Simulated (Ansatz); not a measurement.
## Run report: Au, geometry relaxation (part 2 of 2)

Continued. System: Au (slab, 16 atoms in the cell). Method: DFT PBE, scalar-relativistic, plane waves, PAW, no spin polarisation (Ansatz 0.2.0); cutoff 420 eV, 6×6×1 k-mesh, Gaussian smearing of 0.1 eV. The structure derives from an entry of the Crystallography Open Database. The input holds or restrains some coordinates. Forces given for the steps count only the free coordinates.

Geometry of the input (Å; fractional positions):
```
5.8805  0.0000  0.0000
-2.9402  5.0926  0.0000
0.0000  0.0000  24.2021
Au 0.3333  0.1667  0.3512
Au 0.3333  0.6667  0.3512
Au 0.8333  0.1667  0.3512
Au 0.8333  0.6667  0.3512
Au 0.6667  0.3333  0.4504
Au 0.6667  0.8333  0.4504
Au 0.1667  0.3333  0.4504
Au 0.1667  0.8333  0.4504
Au -0.0000  0.5000  0.5496
Au 0.0000  0.0000  0.5496
Au 0.5000  0.5000  0.5496
Au 0.5000  0.0000  0.5496
Au 0.3333  0.6667  0.6488
Au 0.3333  0.1667  0.6488
Au 0.8333  0.6667  0.6488
Au 0.8333  0.1667  0.6488
```

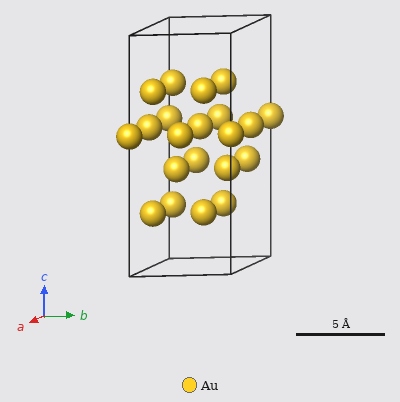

The geometry at step 2 of the log (spheres-only view of the cell of the calculation, with the vacuum cut short, seen slightly off an axis).

## Output, continued
```
  k-point 1: bands = ["-100.6826", "-100.6773", "-100.6762", "-100.6756", "-100.6756", "-100.6735", "-100.6733", "-100.6733", "-100.4371", "-100.4345", "-100.4320", "-100.4316", "-100.4316", "-100.4294", "-100.4290", "-100.4290", "-52.2124", "-52.2092", "-52.2092", "-52.2057", "-52.2036", "-52.2036", "-52.2017", "-52.1500", "-52.1480", "-52.1480", "-52.1271", "-52.1271", "-52.1212", "-52.1193", "-52.1109", "-52.1109", "-52.1068", "-52.0904", "-52.0904", "-52.0832", "-52.0782", "-52.0733", "-52.0637", "-52.0567",
      "-51.9823", "-51.9823", "-51.9800", "-51.9800", "-51.9785", "-51.9761", "-51.8955", "-51.8955", "-51.8932", "-51.8932", "-51.8884", "-51.8860", "-51.8655", "-51.8632", "-51.8589", "-51.8566", "-51.8155", "-51.8119", "-51.8054", "-51.8046", "-51.8046", "-51.8020", "-51.8012", "-51.8012", "-4.1761", "-3.0393", "-2.0878", "-2.0212", "-2.0204", "-1.8836", "-1.8836", "-1.7786", "-1.7040", "-1.7040", "-1.4643", "-1.4525", "-1.4525", "-1.3270", "-1.1942", "-1.1942",
      "-1.1889", "-1.1140", "-1.1140", "-0.6397", "-0.6397", "-0.6288", "-0.0863", "-0.0863", "-0.0191", "0.0251", "0.0860", "0.1359", "0.1573", "0.1573", "0.1789", "0.3323", "0.3576", "0.3826", "0.3927", "0.3927", "0.3990", "0.4635", "0.5531", "0.6567", "0.7291", "0.8118", "0.8265", "0.8265", "0.8472", "0.9352", "0.9352", "1.1424", "1.2501", "1.3851", "1.3851", "1.4669", "1.4698", "1.7722", "1.8037", "1.8387",
      "1.8387", "1.9176", "1.9863", "2.0434", "2.0434", "2.0507", "2.2056", "2.2433", "2.2433", "2.3761", "2.3761", "2.4096", "2.4211", "2.4349", "2.4986", "2.5011", "2.5011", "2.5755", "2.5789", "2.5789", "2.6609", "2.6854", "2.6854", "2.7479", "2.8129", "2.8347", "2.8347", "3.1455", "3.6937", "3.7615", "4.4699", "4.4699", "5.0429", "5.0429", "5.0742", "5.3465", "6.1088", "6.1088", "6.9078", "6.9078",
      "7.2768", "7.9889", "7.9889", "8.0755", "8.4119", "8.4119", "8.9536", "9.1128", "9.2142", "9.2142", "9.5355", "10.0655", "10.5294", "10.5793", "10.8896", "10.8896", "11.5142", "12.0440", "12.3280", "12.4080", "12.4080", "12.7695", "12.8010"]
  k-point 2: bands = ["-100.6813", "-100.6776", "-100.6765", "-100.6756", "-100.6756", "-100.6742", "-100.6733", "-100.6733", "-100.4361", "-100.4335", "-100.4331", "-100.4316", "-100.4316", "-100.4305", "-100.4290", "-100.4290", "-52.2059", "-52.1986", "-52.1986", "-52.1949", "-52.1933", "-52.1933", "-52.1811", "-52.1501", "-52.1501", "-52.1445", "-52.1309", "-52.1309", "-52.1277", "-52.1146", "-52.1140", "-52.1140", "-52.1021", "-52.1021", "-52.0999", "-52.0957", "-52.0877", "-52.0805", "-52.0775", "-52.0622",
      "-51.9709", "-51.9709", "-51.9687", "-51.9687", "-51.9551", "-51.9527", "-51.9073", "-51.9073", "-51.9049", "-51.9049", "-51.8898", "-51.8874", "-51.8822", "-51.8798", "-51.8652", "-51.8628", "-51.8132", "-51.8098", "-51.8074", "-51.8045", "-51.8045", "-51.8041", "-51.8011", "-51.8011", "-3.6078", "-2.5084", "-2.2040", "-1.7083", "-1.6123", "-1.5609", "-1.5609", "-1.5463", "-1.4232", "-1.4232", "-1.3585", "-1.1702", "-1.1446", "-1.1446", "-1.0085", "-0.8993",
      "-0.8993", "-0.6934", "-0.6934", "-0.5059", "-0.5059", "-0.4709", "-0.3405", "-0.2369", "-0.2369", "-0.1141", "-0.0647", "0.1033", "0.1613", "0.1613", "0.3179", "0.3487", "0.3716", "0.3848", "0.4452", "0.4452", "0.4864", "0.4889", "0.4889", "0.5230", "0.5457", "0.6693", "0.6807", "0.7163", "0.7163", "0.9354", "0.9603", "1.0580", "1.1788", "1.1963", "1.1963", "1.2197", "1.3044", "1.3044", "1.4091", "1.4180",
      "1.4618", "1.4618", "1.5025", "1.6953", "1.7368", "1.7368", "1.7431", "1.7811", "1.8042", "1.9359", "1.9359", "2.0018", "2.0113", "2.0113", "2.0830", "2.1728", "2.2000", "2.2520", "2.2713", "2.3435", "2.4357", "2.4357", "2.5976", "2.6224", "2.6224", "2.6623", "2.7196", "2.8201", "2.8201", "3.8931", "4.4040", "4.4040", "4.4496", "4.9933", "4.9933", "6.0863", "6.2355", "6.2355", "6.5062", "8.0877",
      "8.0877", "8.3657", "8.3657", "9.1080", "9.2642", "9.2642", "9.4543", "10.0259", "10.4254", "10.4254", "10.8179", "10.9910", "11.0185", "11.1460", "11.5555", "11.5555", "11.7790", "11.9886", "11.9886", "12.1790", "12.7769", "12.8060", "12.8825"]
  k-point 6: bands = ["-100.6786", "-100.6786", "-100.6786", "-100.6748", "-100.6748", "-100.6748", "-100.6744", "-100.6729", "-100.4338", "-100.4338", "-100.4338", "-100.4312", "-100.4312", "-100.4312", "-100.4309", "-100.4283", "-52.1941", "-52.1941", "-52.1941", "-52.1809", "-52.1808", "-52.1736", "-52.1582", "-52.1582", "-52.1582", "-52.1446", "-52.1346", "-52.1346", "-52.1346", "-52.1239", "-52.1231", "-52.1094", "-52.1094", "-52.1094", "-52.0961", "-52.0961", "-52.0961", "-52.0819", "-52.0819", "-52.0819",
      "-51.9507", "-51.9486", "-51.9482", "-51.9462", "-51.9328", "-51.9328", "-51.9328", "-51.9305", "-51.9305", "-51.9305", "-51.8841", "-51.8841", "-51.8841", "-51.8818", "-51.8818", "-51.8818", "-51.8088", "-51.8088", "-51.8088", "-51.8055", "-51.8055", "-51.8055", "-51.8030", "-51.7996", "-2.3567", "-2.3567", "-2.3567", "-1.5685", "-1.5685", "-1.5685", "-1.0088", "-1.0070", "-0.9511", "-0.8743", "-0.8743", "-0.8743", "-0.8271", "-0.8271", "-0.8271", "-0.6190",
      "-0.6190", "-0.6190", "-0.4839", "-0.4775", "-0.4257", "-0.4257", "-0.4257", "-0.2875", "-0.2735", "-0.2554", "-0.2554", "-0.2554", "-0.0213", "-0.0213", "-0.0213", "0.1660", "0.1660", "0.1660", "0.2016", "0.2016", "0.2016", "0.2795", "0.2815", "0.3716", "0.3716", "0.3716", "0.7456", "0.7456", "0.7559", "0.7568", "0.7652", "0.7652", "0.7652", "0.8648", "0.8648", "0.8648", "1.1555", "1.1555", "1.1555", "1.3275",
      "1.3275", "1.3275", "1.3778", "1.5601", "1.5635", "1.5825", "1.5825", "1.5825", "1.9147", "1.9147", "1.9147", "2.0875", "2.0875", "2.0875", "2.1404", "2.2285", "2.2285", "2.2285", "2.3908", "2.3908", "2.3908", "2.3937", "2.3942", "2.3942", "2.3942", "2.4557", "2.4567", "2.4893", "2.4893", "2.4893", "3.6469", "3.6469", "3.6469", "5.6538", "5.6538", "5.6538", "7.2418", "7.2651", "7.2652", "7.8227",
      "8.5979", "8.5979", "8.5979", "9.1962", "9.1971", "9.8983", "10.4377", "10.4377", "10.4377", "10.8243", "10.8254", "11.3305", "11.3305", "11.3305", "11.5993", "12.1565", "12.1565", "12.1565", "12.2634", "12.2634", "12.2634", "12.8003", "12.8025"]
--- Relaxed structure (3 steps of the walk, 2 accepted, 0 SCFs on fresh bases) ---
  F+E_penalty+E_count = -210386.47044190 eV   max|allowed force component| = 6.175e-3 eV/Å
  atoms:
    - { symbol: Au, position: [0.3333333333333333, 0.16666666666666663, 0.35120972289999997] }
    - { symbol: Au, position: [0.3333333333333333, 0.6666666666666665, 0.35120972289999997] }
    - { symbol: Au, position: [0.8333333333333334, 0.16666666666666663, 0.35120972289999997] }
    - { symbol: Au, position: [0.8333333333333334, 0.6666666666666666, 0.35120972289999997] }
    - { symbol: Au, position: [0.6666666666666667, 0.33333333333333337, 0.45040324099999995] }
    - { symbol: Au, position: [0.6666666666666665, 0.8333333333333331, 0.45040324099999995] }
    - { symbol: Au, position: [0.16666666666666666, 0.33333333333333337, 0.45040324099999995] }
    - { symbol: Au, position: [0.16666666666666655, 0.8333333333333331, 0.45040324099999995] }
    - { symbol: Au, position: [-5.551115123125783e-17, 0.49999999999999994, 0.5480611328297443] }
    - { symbol: Au, position: [5.782411586050827e-18, 1.0408340855860841e-17, 0.5480611328297443] }
    - { symbol: Au, position: [0.49999999999999994, 0.5, 0.5480611328297443] }
    - { symbol: Au, position: [0.5, 1.0408340855456946e-17, 0.5480611328297443] }
    - { symbol: Au, position: [0.3333333333333333, 0.6666666666666665, 0.6474439374462528] }
    - { symbol: Au, position: [0.3333333333333333, 0.16666666666666663, 0.6474439374462528] }
    - { symbol: Au, position: [0.8333333333333334, 0.6666666666666666, 0.6474439374462528] }
    - { symbol: Au, position: [0.8333333333333334, 0.16666666666666663, 0.6474439374462528] }
```

## Trajectory as extended XYZ (Å, eV, eV/Å), 3 frames, from step=1 to step=3
```
16
Lattice="5.8805 0.0000 0.0000 -2.9402 5.0926 0.0000 0.0000 0.0000 24.2021" Properties=species:S:1:pos:R:3:forces:R:3 step=1 energy=-210386.46105
Au    1.4701    0.8488    8.5000    0.0000   0.0000  -0.0160
Au    0.0000    3.3951    8.5000    0.0000   0.0000  -0.0160
Au    4.4103    0.8488    8.5000    0.0000   0.0000  -0.0160
Au    2.9402    3.3951    8.5000    0.0000   0.0000  -0.0160
Au    2.9402    1.6975   10.9007    0.0000   0.0000   0.1429
Au    1.4701    4.2439   10.9007    0.0000   0.0000   0.1429
Au    0.0000    1.6975   10.9007    0.0000   0.0000   0.1429
Au   -1.4701    4.2439   10.9007    0.0000   0.0000   0.1429
Au   -1.4701    2.5463   13.3014    0.0000   0.0000  -0.1429
Au    0.0000    0.0000   13.3014    0.0000   0.0000  -0.1429
Au    1.4701    2.5463   13.3014    0.0000   0.0000  -0.1429
Au    2.9402    0.0000   13.3014    0.0000   0.0000  -0.1429
Au    0.0000    3.3951   15.7021    0.0000   0.0000   0.0160
Au    1.4701    0.8488   15.7021    0.0000   0.0000   0.0160
Au    2.9402    3.3951   15.7021    0.0000   0.0000   0.0160
Au    4.4103    0.8488   15.7021    0.0000   0.0000   0.0160
16
Lattice="5.8805 0.0000 0.0000 -2.9402 5.0926 0.0000 0.0000 0.0000 24.2021" Properties=species:S:1:pos:R:3:forces:R:3 step=2 energy=-210386.44984 accepted=F
Au    1.4701    0.8488    8.5000    0.0000   0.0000  -0.0059
Au    0.0000    3.3951    8.5000    0.0000   0.0000  -0.0059
Au    4.4103    0.8488    8.5000    0.0000   0.0000  -0.0059
Au    2.9402    3.3951    8.5000    0.0000   0.0000  -0.0059
Au    2.9402    1.6975   10.9007    0.0000   0.0000  -0.2024
Au    1.4701    4.2439   10.9007    0.0000   0.0000  -0.2024
Au    0.0000    1.6975   10.9007    0.0000   0.0000  -0.2024
Au   -1.4701    4.2439   10.9007    0.0000   0.0000  -0.2024
Au   -1.4701    2.5463   13.2160    0.0000   0.0000   0.2409
Au    0.0000    0.0000   13.2160    0.0000   0.0000   0.2409
Au    1.4701    2.5463   13.2160    0.0000   0.0000   0.2409
Au    2.9402    0.0000   13.2160    0.0000   0.0000   0.2409
Au    0.0000    3.3951   15.6301    0.0000   0.0000  -0.0326
Au    1.4701    0.8488   15.6301    0.0000   0.0000  -0.0326
Au    2.9402    3.3951   15.6301    0.0000   0.0000  -0.0326
Au    4.4103    0.8488   15.6301    0.0000   0.0000  -0.0326
16
Lattice="5.8805 0.0000 0.0000 -2.9402 5.0926 0.0000 0.0000 0.0000 24.2021" Properties=species:S:1:pos:R:3:forces:R:3 step=3 energy=-210386.47044
Au    1.4701    0.8488    8.5000    0.0000   0.0000  -0.0127
Au    0.0000    3.3951    8.5000    0.0000   0.0000  -0.0127
Au    4.4103    0.8488    8.5000    0.0000   0.0000  -0.0127
Au    2.9402    3.3951    8.5000    0.0000   0.0000  -0.0127
Au    2.9402    1.6975   10.9007    0.0000   0.0000   0.0072
Au    1.4701    4.2439   10.9007    0.0000   0.0000   0.0072
Au    0.0000    1.6975   10.9007    0.0000   0.0000   0.0072
Au   -1.4701    4.2439   10.9007    0.0000   0.0000   0.0072
Au   -1.4701    2.5463   13.2642    0.0000   0.0000   0.0062
Au    0.0000    0.0000   13.2642    0.0000   0.0000   0.0062
Au    1.4701    2.5463   13.2642    0.0000   0.0000   0.0062
Au    2.9402    0.0000   13.2642    0.0000   0.0000   0.0062
Au    0.0000    3.3951   15.6695    0.0000   0.0000  -0.0006
Au    1.4701    0.8488   15.6695    0.0000   0.0000  -0.0006
Au    2.9402    3.3951   15.6695    0.0000   0.0000  -0.0006
Au    4.4103    0.8488   15.6695    0.0000   0.0000  -0.0006
```

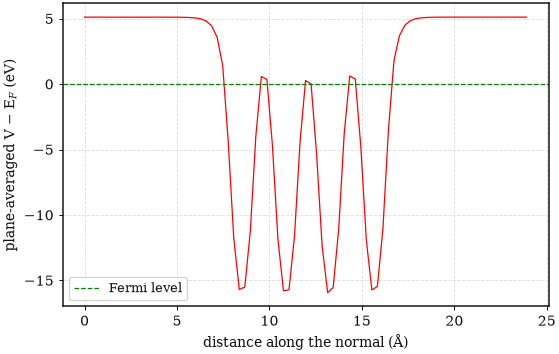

Plane average of the electrostatic potential energy of an electron across the cell, from the Fermi level. The vacuum level lies 5.12 eV above the Fermi level.

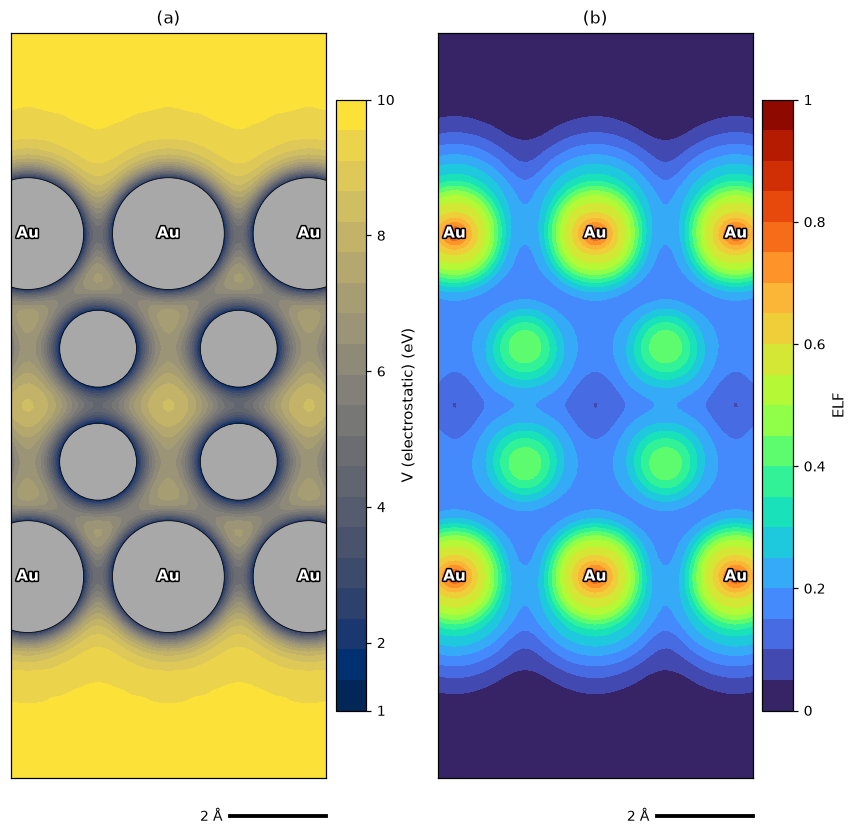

(a) electrostatic potential energy of an electron; (b) ELF on the (010) plane of the calculation cell, a cut from vacuum to vacuum. Grey discs, where drawn, cover atomic cores. Atoms in the plane: Au. The strong features right at Au lie inside the PAW spheres (semicore, d or f shells) and say nothing about bonding. Core electrons are frozen (PAW), so the fields are smoothed inside the atomic spheres.

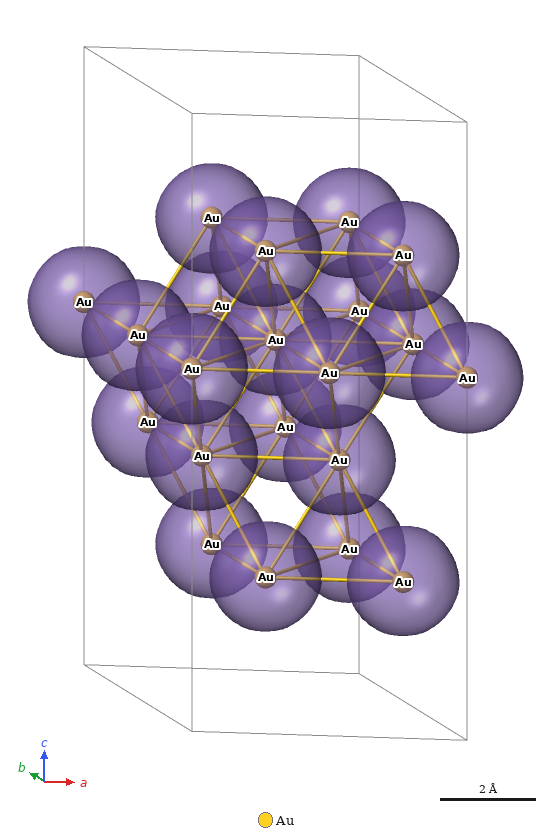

Isosurface of the valence electron density at 0.4 e/Å³ (purple), seen slightly off an axis. Sticks mark near contacts. At this value the density breaks into separate islands; it holds about 85 % of the electrons treated as valence (semicore included). It is pinched off along the Au–Au (2.91 Å) contacts. On the grid the lowest density along these lines, outside the cores, is 0.27 e/Å³ (Au–Au, 2.91 Å).

## Key numbers

- outcome: converged under the restraints of the input
- electrons treated: 304
- free energy: −210386.4704 eV
- work function, top face: 5.12 eV
- work function, bottom face: 5.12 eV
- Fermi energy: 4.518 eV
- gap on the k-point mesh: none (metallic)
- final volume: 724.78 Å³
- work function (upper face): 5.12 eV
- largest force (length of the vector) at the end, held atoms and coordinates included: 0.013 eV/Å
- wall time: 1.8 min (CPU time 7.1 min)
- peak memory: 2.7 GiB

Spin–orbit coupling is left out, which matters for Au.
